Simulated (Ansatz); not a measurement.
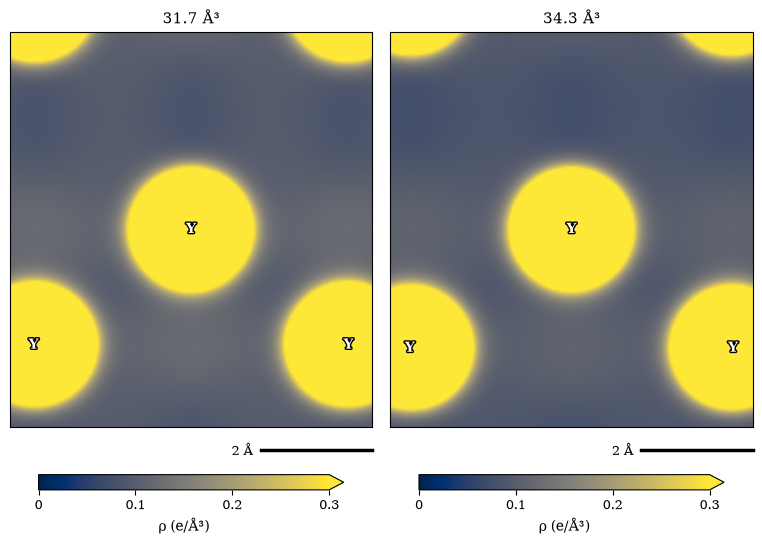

Y. The valence electron density of cells scaled evenly to different volumes (given per atom above each panel), on the (110) plane of each (indices in the axes of the cell below), at one length scale and on one colour scale.

All numbers below come from Kohn-Sham DFT of a periodic cell, r2SCAN, Ansatz PAW in Ansatz.

The density is the valence pseudo-density of a PAW calculation; it isn't the true density close to the nuclei.

The largest cell:

```
Y
1.0
     3.69540    0.00000    0.00000
    -1.84770    3.20031    0.00000
     0.00000    0.00000    5.80601
Y
2
Direct
  0.66667 0.33333 0.75000
  0.33333 0.66667 0.25000
```

| volume (Å³/atom) | Y–Y contact in the plane (Å) | ρ at its midpoint (e/Å³) | pressure (GPa) | 
| --- | --- | --- | --- |
| 31.69 | 3.508 | 0.101 | 2.5 | 
| 32.35 | 3.532 | ? | ? | 
| 34.33 | 3.603 | 0.093 | −0.9 | 

### Estimate the missing row, and compare with the calculation.

Over the known rows ln ρ falls by 0.87 per Å of Y–Y distance (the line through the two), which gives 0.099 e/Å³ at 3.532 Å; the calculation gives 0.099 e/Å³. For the pressure, a straight line in volume between the neighbouring rows gives 1.6 GPa; the calculation gives 1.6.
